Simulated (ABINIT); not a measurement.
Single-point calculation of C

- system: C (P6₃/mmc, 4 atoms in the cell)
- method: Kohn-Sham DFT of a periodic cell, PBE, JTH PAW PBE v2.0, no spin polarisation (ABINIT 10.8.3)

The structure derives from an entry of the Crystallography Open Database.

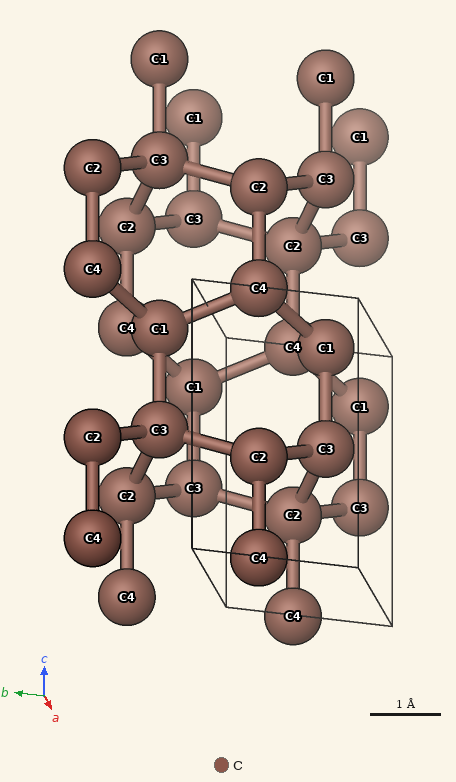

Fig. 1: The structure (ball-and-stick view of the cell of the calculation, repeated 2 × 2 × 2, seen at an oblique angle; atoms are numbered from 1 in the order of the input). An atom can appear more than once, as a periodic image. Near neighbours in the periodic cell (some may lie outside the picture): C has 4 C at 1.54 Å.

## Results in brief

| quantity | value |
| --- | --- |
| outcome | converged |
| space group (tolerance 0.01 Å) | P6₃/mmc (194) |
| electrons treated | 16 |
| free energy | −624.9045 eV |
| Fermi energy | 12.319 eV |
| gap on the k-point mesh | 3.37 eV |
| pressure | 2.96 GPa |
| largest force (length of the vector) | 0.034 eV/Å |
| hardware | 1 thread of Arm Neoverse V2, 24 GiB of memory available, shared host |
| wall time | 12 s |
| peak memory | 0.1 GiB |

## The input
```
# Pseudopotentials
pp_dirpath "./"
pseudos "C.GGA_PBE-JTH.xml"

# Structure
acell 3*1.0 Angstrom
rprim
     2.5221000000     0.0000000000     0.0000000000
    -1.2610500000     2.1842026709     0.0000000000
     0.0000000000     0.0000000000     4.1186000000
ntypat 1
znucl 6
natom 4
typat 1 1 1 1
xred
     0.6666666667     0.3333333333     0.9375000000
     0.3333333333     0.6666666667     0.4375000000
     0.6666666667     0.3333333333     0.5625000000
     0.3333333333     0.6666666667     0.0625000000

# Plane-wave basis
ecut 19.0
pawecutdg 51.3
pawxcdev 0

# k points
kptopt 1
ngkpt 12 12 7
nshiftk 1
shiftk 0.0 0.0 0.0

# Exchange and correlation
ixc 11

# Bands and occupations
nband 12
occopt 6
tsmear 0.1 eV

# SCF cycle
nstep 100
tolvrs 1.0e-9

# Output
iomode 3
prtwf 0
prtden 0
prteig 0
prtebands 0
enunit 1
```

Command:
```bash
abinit run.abi > log 2>&1
```

## The program's output
```
.Version 10.8.3 of ABINIT
 Symmetries : space group P6_3/m m c (#194); Bravais hP (primitive hexag.)
================================================================================
 Values of the parameters that define the memory need of the present run
     intxc =       0    ionmov =       0      iscf =      17    lmnmax =       8
     lnmax =       4     mgfft =      32  mpssoang =       2    mqgrid =    3001
     natom =       4  nloc_mem =       2    nspden =       1   nspinor =       1
    nsppol =       1      nsym =      24    n1xccc =       1    ntypat =       1
    occopt =       6   xclevel =       2
       mpw =         618          nfft =       12800          nkpt =          76
 PAW method is used; the additional fine FFT grid is defined by:
   mgfftf=        54    nfftf =     55296
================================================================================
================================================================================

--------------------------------------------------------------------------------
------------- Echo of variables that govern the present computation ------------
--------------------------------------------------------------------------------
 -outvars: echo values of preprocessed input variables --------
            acell      1.8897261259E+00  1.8897261259E+00  1.8897261259E+00 Bohr
              amu      1.20110000E+01
             ecut      1.90000000E+01 Hartree
           enunit           1
                       outvar_i_n : Printing only first  50 k-points.
              ixc          11
                       outvar_i_n : Printing only first  50 k-points.
         kptrlatt       12    0    0      0   12    0      0    0    7
          kptrlen      5.44811822E+01
            natom           4
            nband          12
            ngfft          20      20      32
          ngfftdg          32      32      54
             nkpt          76
            nstep         100
             nsym          24
           ntypat           1
                       prtocc : prtvol=0, do not print more k-points.
           occopt           6
        pawecutdg      5.13000000E+01 Hartree
         pawxcdev           0
           prtden           0
        prtebands           0
           prteig           0
            prtwf           0
            rprim      2.5221000000E+00  0.0000000000E+00  0.0000000000E+00
                      -1.2610500000E+00  2.1842026709E+00  0.0000000000E+00
                       0.0000000000E+00  0.0000000000E+00  4.1186000000E+00
          spgroup         194
           tolvrs      1.00000000E-09
           tsmear      3.67493222E-03 Hartree
            typat      1  1  1  1
           useylm           1
                       outvars : Printing only first  50 k-points.
           xangst      1.2610500000E+00  7.2806755697E-01  3.8611875000E+00
                       2.5825260071E-17  1.4561351139E+00  1.8018875000E+00
                       1.2610500000E+00  7.2806755697E-01  2.3167125000E+00
                       2.5825260071E-17  1.4561351139E+00  2.5741250000E-01
            xcart      2.3830391311E+00  1.3758482838E+00  7.2965868958E+00
                       4.8802668664E-17  2.7516965677E+00  3.4050738847E+00
                       2.3830391311E+00  1.3758482838E+00  4.3779521375E+00
                       4.8802668664E-17  2.7516965677E+00  4.8643912639E-01
             xred      6.6666666667E-01  3.3333333333E-01  9.3750000000E-01
                       3.3333333333E-01  6.6666666667E-01  4.3750000000E-01
                       6.6666666667E-01  3.3333333333E-01  5.6250000000E-01
                       3.3333333333E-01  6.6666666667E-01  6.2500000000E-02
            znucl        6.00000

================================================================================

 chkinp: Checking input parameters for consistency.

================================================================================
== DATASET  1 ==================================================================

--- !DatasetInfo
iteration_state: {dtset: 1, }
dimensions: {natom: 4, nkpt: 76, mband: 12, nsppol: 1, nspinor: 1, nspden: 1, mpw: 618, }
cutoff_energies: {ecut:  19.0, pawecutdg:  51.3, }
electrons: {nelect:   1.60000000E+01, charge:   0.00000000E+00, occopt:   6.00000000E+00, tsmear:   3.67493222E-03, }
meta: {optdriver: 0, ionmov: 0, optcell: 0, iscf: 17, paral_kgb: 0, }
...

 Exchange-correlation functional for the present dataset will be:
  GGA: Perdew-Burke-Ernzerhof functional - ixc=11
  J.P.Perdew, K.Burke, M.Ernzerhof, PRL 77, 3865 (1996)

 Real(R)+Recip(G) space primitive vectors, cartesian coordinates (Bohr,Bohr^-1):
 R(1)=  4.7660783  0.0000000  0.0000000  G(1)=  0.2098161  0.1211374  0.0000000
 R(2)= -2.3830391  4.1275449  0.0000000  G(2)=  0.0000000  0.2422748  0.0000000
 R(3)=  0.0000000  0.0000000  7.7830260  G(3)=  0.0000000  0.0000000  0.1284847
 Unit cell volume ucvol=  1.5310926E+02 bohr^3
 Angles (23,13,12)=  9.00000000E+01  9.00000000E+01  1.20000000E+02 degrees

 Coarse grid specifications (used for wave-functions):

 getcut: wavevector=  0.0000  0.0000  0.0000  ngfft=  20  20  32
         ecut(hartree)=     19.000   => boxcut(ratio)=   2.09536

 Fine grid specifications (used for densities):

 getcut: wavevector=  0.0000  0.0000  0.0000  ngfft=  32  32  54
         ecut(hartree)=     51.300   => boxcut(ratio)=   2.08240

--- Pseudopotential description ------------------------------------------------
- pspini: atom type   1  psp file is ./C.GGA_PBE-JTH.xml
 Pseudopotential format is: paw10
 basis_size (lnmax)=  4 (lmn_size=  8), orbitals=   0   0   1   1
 Spheres core radius: rc_sph= 1.50736703
 Shapefunction is SIN type: shapef(r)=[sin(pi*r/rshp)/(pi*r/rshp)]**2
 Radius for shape functions =  1.30052589
 Compensation charge density is not taken into account in XC energy/potential

   2.79953365E+02                                ecore*ucvol(ha*bohr**3)
--------------------------------------------------------------------------------

================================================================================

--- !BeginCycle
iteration_state: {dtset: 1, }
solver: {iscf: 17, nstep: 100, nline: 4, wfoptalg: 10, }
tolerances: {tolvrs: 1.00E-09, }
...

     iter   Etot(hartree)      deltaE(h)  residm     nres2
 ETOT  1  -22.959570900980    -2.296E+01 1.634E-01 2.223E+01
 ETOT  2  -22.968659884289    -9.089E-03 2.359E-02 2.657E+00
 ETOT  3  -22.964624853446     4.035E-03 2.969E-02 4.612E-02
 ETOT  4  -22.964822409305    -1.976E-04 5.001E-03 4.339E-03
 ETOT  5  -22.964816702049     5.707E-06 2.834E-04 4.224E-04
 ETOT  6  -22.964816903848    -2.018E-07 3.767E-04 1.111E-06
 ETOT  7  -22.964816909707    -5.859E-09 1.740E-04 8.558E-08
 ETOT  8  -22.964816910013    -3.056E-10 1.658E-04 8.308E-10

 At SCF step    8       nres2   =  8.31E-10 < tolvrs=  1.00E-09 =>converged.

 Cartesian components of stress tensor (hartree/bohr^3)
  sigma(1 1)=  1.81548851E-04  sigma(3 2)=  0.00000000E+00
  sigma(2 2)=  1.81548851E-04  sigma(3 1)=  0.00000000E+00
  sigma(3 3)= -6.64678904E-04  sigma(2 1)=  0.00000000E+00

--- !ResultsGS
iteration_state: {dtset: 1, }
comment   : Summary of ground state results
lattice_vectors:
- [  4.7660783,   0.0000000,   0.0000000, ]
- [ -2.3830391,   4.1275449,   0.0000000, ]
- [  0.0000000,   0.0000000,   7.7830260, ]
lattice_lengths: [   4.76608,    4.76608,    7.78303, ]
lattice_angles: [ 90.000,  90.000, 120.000, ] # degrees, (23, 13, 12)
lattice_volume:   1.5310926E+02
convergence: {deltae: -3.056E-10, res2:  8.308E-10, residm:  1.658E-04, diffor: null, }
etotal    :  -2.29648169E+01
entropy   :   0.00000000E+00
fermie    :   4.52716672E-01
cartesian_stress_tensor: # hartree/bohr^3
- [  1.81548851E-04,   0.00000000E+00,   0.00000000E+00, ]
- [  0.00000000E+00,   1.81548851E-04,   0.00000000E+00, ]
- [  0.00000000E+00,   0.00000000E+00,  -6.64678904E-04, ]
pressure_GPa:   2.9576E+00
xred      :
- [  6.6667E-01,   3.3333E-01,   9.3750E-01,  C]
- [  3.3333E-01,   6.6667E-01,   4.3750E-01,  C]
- [  6.6667E-01,   3.3333E-01,   5.6250E-01,  C]
- [  3.3333E-01,   6.6667E-01,   6.2500E-02,  C]
cartesian_forces: # hartree/bohr
- [  1.83612112E-28,   4.32188510E-28,  -6.55948961E-04, ]
- [ -4.23720259E-29,  -4.15879510E-28,  -6.55948961E-04, ]
- [ -9.88680605E-29,   2.03862505E-28,   6.55948961E-04, ]
- [ -4.23720259E-29,  -2.20171505E-28,   6.55948961E-04, ]
force_length_stats: {min:   6.55948961E-04, max:   6.55948961E-04, mean:   6.55948961E-04, }
...

 Integrated electronic density in atomic spheres:
 ------------------------------------------------
 Atom  Sphere_radius  Integrated_density
    1        1.50737          2.65804936
    2        1.50737          2.65804936
    3        1.50737          2.65804936
    4        1.50737          2.65804936

================================================================================

 ----iterations are completed or convergence reached----

 Mean square residual over all n,k,spin=   93.691E-08; max=  16.582E-05
 reduced coordinates (array xred) for    4 atoms
       0.666666666667      0.333333333333      0.937500000000
       0.333333333333      0.666666666667      0.437500000000
       0.666666666667      0.333333333333      0.562500000000
       0.333333333333      0.666666666667      0.062500000000
 rms dE/dt=  2.9475E-03; max dE/dt=  5.1053E-03; dE/dt below (all hartree)
    1      -0.000000000000     -0.000000000000      0.005105267833
    2       0.000000000000      0.000000000000      0.005105267833
    3       0.000000000000     -0.000000000000     -0.005105267833
    4       0.000000000000      0.000000000000     -0.005105267833

 cartesian coordinates (angstrom) at end:
    1      1.26105000000000     0.72806755696667     3.86118750000000
    2      0.00000000000000     1.45613511393333     1.80188750000000
    3      1.26105000000000     0.72806755696667     2.31671250000000
    4      0.00000000000000     1.45613511393333     0.25741250000000

 cartesian forces (hartree/bohr) at end:
    1      0.00000000000000     0.00000000000000    -0.00065594896103
    2     -0.00000000000000    -0.00000000000000    -0.00065594896103
    3     -0.00000000000000     0.00000000000000     0.00065594896103
    4     -0.00000000000000    -0.00000000000000     0.00065594896103
 frms,max,avg= 3.7871231E-04 6.5594896E-04   0.000E+00  0.000E+00  0.000E+00 h/b

 cartesian forces (eV/Angstrom) at end:
    1      0.00000000000000     0.00000000000000    -0.03373025175811
    2     -0.00000000000000    -0.00000000000000    -0.03373025175811
    3     -0.00000000000000     0.00000000000000     0.03373025175811
    4     -0.00000000000000    -0.00000000000000     0.03373025175811
 frms,max,avg= 1.9474170E-02 3.3730252E-02   0.000E+00  0.000E+00  0.000E+00 e/A
 length scales=  1.889726125908  1.889726125908  1.889726125908 bohr
              =  1.000000000000  1.000000000000  1.000000000000 angstroms
 Fermi (or HOMO) energy (eV) =  12.31905   Average Vxc (eV)= -13.33804
 Eigenvalues (   eV  ) for nkpt=  76  k points:
 kpt#   1, nband= 12, wtk=  0.00099, kpt=  0.0000  0.0000  0.0000 (reduced coord)
 -11.26550   -5.42338   -3.16822    7.24939    7.24939   10.07228   10.52781   10.52781
  15.28276   15.28276   16.36181   18.15243
 prteigrs : prtvol=0 or 1, do not print more k-points.

--- !EnergyTerms
iteration_state     : {dtset: 1, }
comment             : Components of total free energy in Hartree
kinetic             :  1.38511812232501E+01
hartree             :  1.97704507736602E+00
xc                  : -8.68897305751219E+00
Ewald energy        : -2.55367483014210E+01
psp_core            :  1.82845483875705E+00
local_psp           : -9.44586690287893E+00
PAW spherical_terms :  3.05007550510336E+00
internal            : -2.29648316173356E+01
'-kT*entropy'       : -7.18406516963640E-18
total_energy        : -2.29648316173356E+01
total_energy_eV     : -6.24904903213236E+02
...

--- !EnergyTermsDC
iteration_state     : {dtset: 1, }
comment             : '"Double-counting" decomposition of free energy'
band_energy         :  7.43498728996735E-01
Ewald energy        : -2.55367483014210E+01
psp_core            :  1.82845483875705E+00
xc_dc               : -1.64032317433151E+00
PAW spherical_terms :  1.64030099798625E+00
internal            : -2.29648169100125E+01
'-kT*entropy'       : -7.18406516963640E-18
total_energy_dc     : -2.29648169100125E+01
total_energy_dc_eV  : -6.24904503006587E+02
...

--- !EnergyTermsWithPAWCore
iteration_state     : {dtset: 1, }
comment             : 'Components of total free energy, including PAW core contributions'
Total energy        : -1.52392500238457E+02
Total energy DC     : -1.52392485531134E+02
Total energy (eV)   : -4.14681118497941E+03
Total energy DC (eV): -4.14681078477276E+03
...

 Cartesian components of stress tensor (hartree/bohr^3)
  sigma(1 1)=  1.81548851E-04  sigma(3 2)=  0.00000000E+00
  sigma(2 2)=  1.81548851E-04  sigma(3 1)=  0.00000000E+00
  sigma(3 3)= -6.64678904E-04  sigma(2 1)=  0.00000000E+00

-Cartesian components of stress tensor (GPa)         [Pressure=  2.9576E+00 GPa]
- sigma(1 1)=  5.34135161E+00  sigma(3 2)=  0.00000000E+00
- sigma(2 2)=  5.34135160E+00  sigma(3 1)=  0.00000000E+00
- sigma(3 3)= -1.95555285E+01  sigma(2 1)=  0.00000000E+00

== END DATASET(S) ==============================================================
================================================================================

 -outvars: echo values of variables after computation  --------
            acell      1.8897261259E+00  1.8897261259E+00  1.8897261259E+00 Bohr
           etotal     -2.2964816910E+01
            fcart      1.8361211239E-28  4.3218851025E-28 -6.5594896103E-04
                      -4.2372025936E-29 -4.1587950986E-28 -6.5594896103E-04
                      -9.8868060517E-29  2.0386250483E-28  6.5594896103E-04
                      -4.2372025936E-29 -2.2017150522E-28  6.5594896103E-04
            rprim      2.5221000000E+00  0.0000000000E+00  0.0000000000E+00
                      -1.2610500000E+00  2.1842026709E+00  0.0000000000E+00
                       0.0000000000E+00  0.0000000000E+00  4.1186000000E+00
           strten      1.8154885109E-04  1.8154885092E-04 -6.6467890445E-04
                       0.0000000000E+00  0.0000000000E+00  0.0000000000E+00
           xangst      1.2610500000E+00  7.2806755697E-01  3.8611875000E+00
                       2.5825260071E-17  1.4561351139E+00  1.8018875000E+00
                       1.2610500000E+00  7.2806755697E-01  2.3167125000E+00
                       2.5825260071E-17  1.4561351139E+00  2.5741250000E-01
             xred      6.6666666667E-01  3.3333333333E-01  9.3750000000E-01
                       3.3333333333E-01  6.6666666667E-01  4.3750000000E-01
                       6.6666666667E-01  3.3333333333E-01  5.6250000000E-01
                       3.3333333333E-01  6.6666666667E-01  6.2500000000E-02
 Calculation completed.
```
